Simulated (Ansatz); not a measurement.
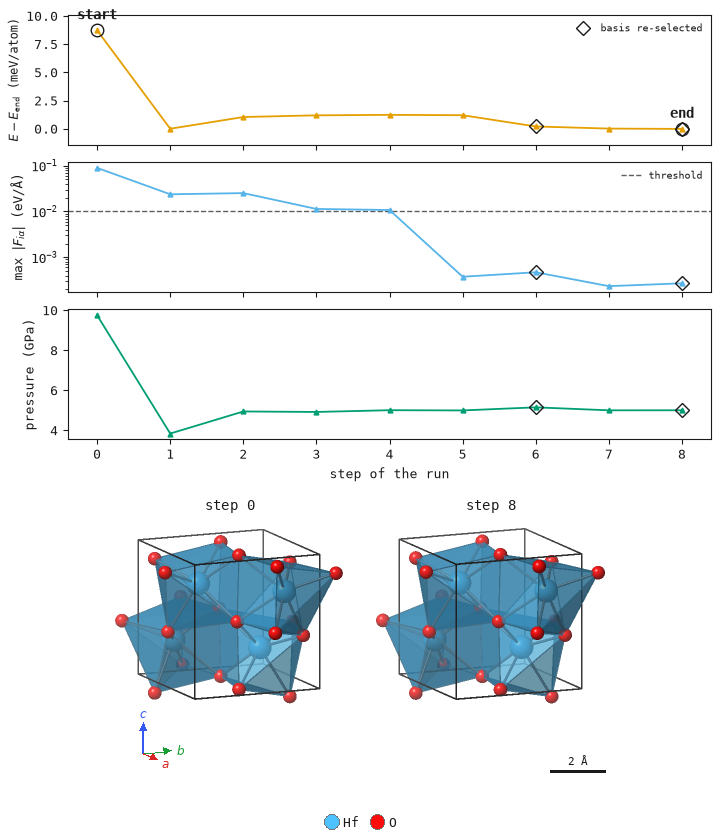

First and last geometry of a relaxation of solid HfO$_{2}$ (set up in Pca2_1), with the history of the run. A polyhedral model of the cell of the calculation, seen slightly off an axis.

The run lets cell and atoms move.

All numbers below come from Ansatz, Kohn-Sham DFT of a periodic cell, PBE, Ansatz PAW.

Input file:
```yaml
crystal:
  lattice:
    - [5.21946336, 0.0, 0.0]
    - [0.0, 5.00476369, 0.0]
    - [0.0, 0.0, 5.03268505]
  atoms:
    - { symbol: Hf, position: [0.966994, 0.73252082, 0.74144035] }
    - { symbol: Hf, position: [0.533006, 0.73252082, 0.24144035] }
    - { symbol: Hf, position: [0.466994, 0.26747918, 0.74144035] }
    - { symbol: Hf, position: [0.033006, 0.26747918, 0.24144035] }
    - { symbol: O, position: [0.63212745, 0.9286454, 0.87926726] }
    - { symbol: O, position: [0.86787255, 0.9286454, 0.37926726] }
    - { symbol: O, position: [0.23394852, 0.53988305, 0.49229239] }
    - { symbol: O, position: [0.26605148, 0.53988305, 0.99229239] }
    - { symbol: O, position: [0.76605148, 0.46011695, 0.99229239] }
    - { symbol: O, position: [0.73394852, 0.46011695, 0.49229239] }
    - { symbol: O, position: [0.13212745, 0.0713546, 0.87926726] }
    - { symbol: O, position: [0.36787255, 0.0713546, 0.37926726] }
hamiltonian:
  xc: pbe
  pseudopotentials: { kind: paw }
kpoints:
  mp_grid: { grid: [4, 5, 4] }
scf:
  occupations: { method: fermi_dirac, width: 0.05 }
output:
  forces: true
  stress: true
  eigenvalues: true
relax:
  f_tol: 0.01
  max_steps: 40
  cell: { stress_tol: 0.05, p_target: 5.0 }
```

Run as
```bash
ansatz run input.yaml --threads 4 --pin off --max-ram 11264MiB --backend cpu --events-out ev --progress --plain --runs-dir out
```

Read the history and describe the run.

Answer. It converged. Over 6 accepted moves (8 points after the start) the energy falls by 8.7 meV per atom. With the target pressure of 5 GPa, the enthalpy E + pV changes by −3.0 meV per atom. Largest force component: 0.09 eV/Å at the start, 0.00027 eV/Å at the end. The pressure goes from 9.76 to 5.01 GPa. The SCF was repeated twice at an unchanged geometry on a basis and grid sized afresh for the cell, which shifted the energy by 1.0 meV per atom at most. The largest moves relative to the cell, 0.006 Å, are those of O atoms. By element the largest moves are O 0.006 Å, Hf 0.005 Å. Cell: a 5.219 → 5.249 Å (+0.6 %), b 5.005 → 5.034 Å (+0.6 %), c 5.033 → 5.060 Å (+0.5 %). Volume +1.7 %. Near-neighbour distances that change, for instance: Hf–O 2.216 → 2.237 Å, Hf–Hf 3.386 → 3.406 Å, Hf–Hf 3.497 → 3.517 Å, Hf–Hf 3.445 → 3.464 Å. The space group stays Pca2_1 (No. 29). Cost: 110 s on 4 threads of Arm Neoverse V1, with other jobs on the host, peak memory 0.71 GiB.
